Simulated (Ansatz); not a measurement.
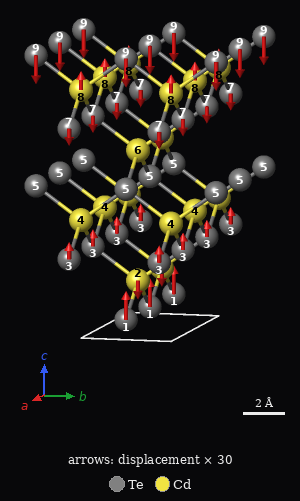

This is a relaxation of a slab of composition Cd4Te5 (cut from the F-43m phase). The starting structure is drawn; red arrows show the displacements, 30 times their true length.

The picture is a ball-and-stick view of the 2 × 1 repeat of the cell, outlined in the plane, without the vacuum, seen slightly off an axis.

Case: (1 0 0) slab, atoms relaxed. The slab is the (1 0 0) face of CdTe.

Theory: Ansatz 0.2.0, DFT PBEsol, scalar-relativistic, plane waves, PAW. Set-up: plane-wave cutoff 420 eV; k-point mesh 6 × 6 × 1; occupations gaussian; smearing width 0.05 eV; no spin polarisation; dipole correction; atoms relaxed in a fixed cell; force threshold 0.02 eV/Å; at most 60 steps.

Which element moves most?

Tellurium: up to 0.048 Å, against 0.032 Å for cadmium.

What did the optimiser do to the structure, and how much energy did it gain?

After 2 accepted moves (3 points after the start) the energy has fallen by 25.4 meV per cell of the calculation. Largest force component: 0.32 eV/Å at the start, 0.014 eV/Å at the end. 1 step only repeated the SCF at the same geometry. The largest moves relative to the layer's centre, 0.048 Å, are those of Te1 and Te9. Te1 goes along the normal (+c). Largest moves by element: Te 0.048 Å, Cd 0.032 Å. The cell doesn't change. Near-neighbour distances that change, for instance: Cd8–Te9 2.810 → 2.765 Å, Cd2–Te3 2.810 → 2.845 Å, Cd6–Te7 2.810 → 2.789 Å, Cd4–Te5 2.810 → 2.815 Å. Among the angles between lasting bonds that change: Cd2–Te1–Cd2 109.5° → 112.2°, Te1–Cd2–Te1 109.5° → 112.2°.
